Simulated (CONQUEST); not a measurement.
**Al: 7 runs along one coordinate**

System: Al (2 atoms in the cell).
Method: Kohn-Sham DFT of a periodic cell, PBE, PseudoDojo NC PBE, no spin polarisation (CONQUEST 1.3).

The 7 runs differ only in the geometry, by an even scaling of the cell at fixed fractional positions. The structure derives from an entry of the Crystallography Open Database.

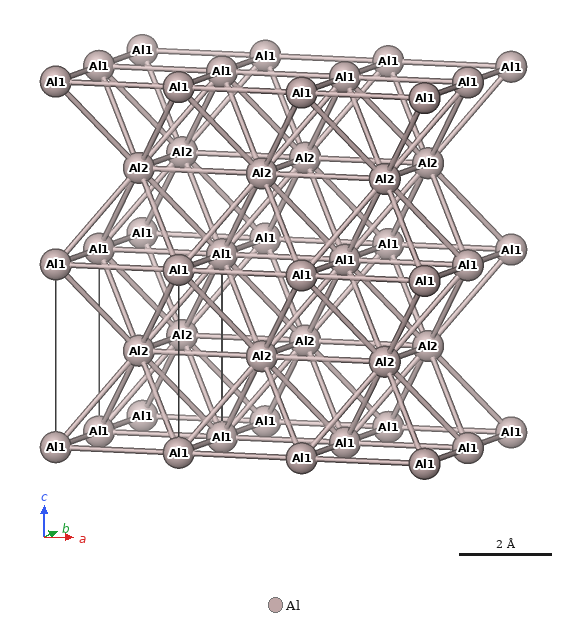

Figure 1. The structure of run 4 (ball-and-stick view of the cell of the calculation, repeated 3 × 2 × 2, seen slightly off an axis; atoms are numbered from 1 in the order of the input).

### Input of run 4
```
IO.Title Al
IO.Coordinates coords.dat
IO.FractionalAtomicCoords T
IO.Iprint 2
IO.Iprint_init 1
General.NumberOfSpecies 1
General.PseudopotentialType hamann
AtomMove.TypeOfRun static
AtomMove.FullStress T
Grid.PointsAlongX 32
Grid.PointsAlongY 32
Grid.PointsAlongZ 40
DM.SolutionMethod diagon
Diag.MPMesh T
Diag.GammaCentred T
Diag.MPMeshX 9
Diag.MPMeshY 9
Diag.MPMeshZ 7
Diag.kT 0.00183747
minE.SCTolerance 1e-6
SC.MaxIters 100
IO.AtomChargeOutput T
%block ChemicalSpeciesLabel
1 26.980 Al
%endblock
```

Command:
```bash
Conquest
```

Lattice vectors (Å) and fractional positions of run 4:
```
   2.863507    0.000000    0.000000
   0.000000    2.863507    0.000000
   0.000000    0.000000    4.049610
Al  0.000000  0.000000  0.000000
Al  0.500000  0.500000  0.500000
```

Run 5 has the same physical settings and fractional positions; its lattice vectors (Å) are:
```
   2.882471    0.000000    0.000000
   0.000000    2.882471    0.000000
   0.000000    0.000000    4.076429
```

### Results, with one run withheld

| run | volume per atom (Å³) | free energy per atom, from the lowest run given (meV) | pressure (GPa) |
| --- | --- | --- | --- |
| 1 | 15.607 | 48.08 | 9.98 |
| 2 | 15.939 | 30.06 | 7.49 |
| 3 | 16.271 | 16.66 | 5.46 |
| 4 | 16.603 | 7.55 | 3.26 |
| 5 | 16.935 | ? | ? |
| 6 | 17.267 | 0.00 | 0.30 |
| 7 | 17.599 | 0.75 | −0.84 |

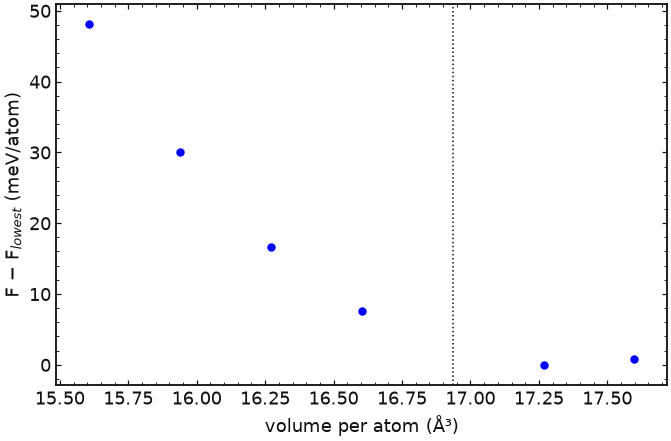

Figure 2. Free energy per atom of the runs given; the dotted line marks run 5.

Estimate the energy of run 5 from the others.

A cubic polynomial in V^(−2/3) (the Birch–Murnaghan form), fitted to the 6 runs given, misses them by at most 0.04 meV per atom. With x = V^(−2/3) − 0.15415 Å⁻², it reads F = 9.4007 + 3931 x + 4.1587e+05 x² + 1.7555e+06 x³ (meV per atom). At run 5 it gives 2.12 meV per atom, and the run itself gives 2.14. The slope of the fit gives a pressure −dF/dV of 1.79 GPa there, and the run prints 1.96 GPa. The two needn't agree exactly: the fit is approximate, and the printed stress is taken on a finite basis. The fit has its minimum at 17.339 Å³ per atom, where V d²F/dV² gives 71.4 GPa: the bulk modulus at this level, since symmetry fixes the shape and the positions.

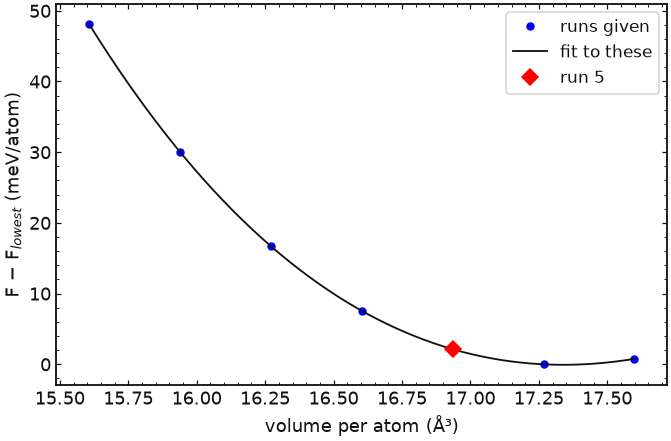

Figure 3. The fit and the withheld run.

### Some lines of the output (run 5)
```
[...]
      Using Fermi-Dirac smearing
          Free Energy (E-TS)               :        -4.599439783909669 Ha
          DFT Total Energy                 :        -4.598694615400522 Ha
          Free Energy (E-TS)               :        -4.599026541285316 Ha
          DFT Total Energy                 :        -4.598709571615545 Ha
          Free Energy (E-TS)               :        -4.598892324856968 Ha
          DFT Total Energy                 :        -4.598713368426225 Ha
          Free Energy (E-TS)               :        -4.598892180653566 Ha
          DFT Total Energy                 :        -4.598713257676421 Ha
          Free Energy (E-TS)               :        -4.598892422258420 Ha
          DFT Total Energy                 :        -4.598713495467647 Ha
      | Free Energy as E-TS      =        -4.598892422258420 Ha
      |* DFT total energy        =        -4.598713495467647 Ha
    force: Average pressure:      1.95543132 GPa
```

Notes: Points of doubt noted for this run: small atomic basis. With a small basis of atomic orbitals these values can differ much from converged plane-wave results.
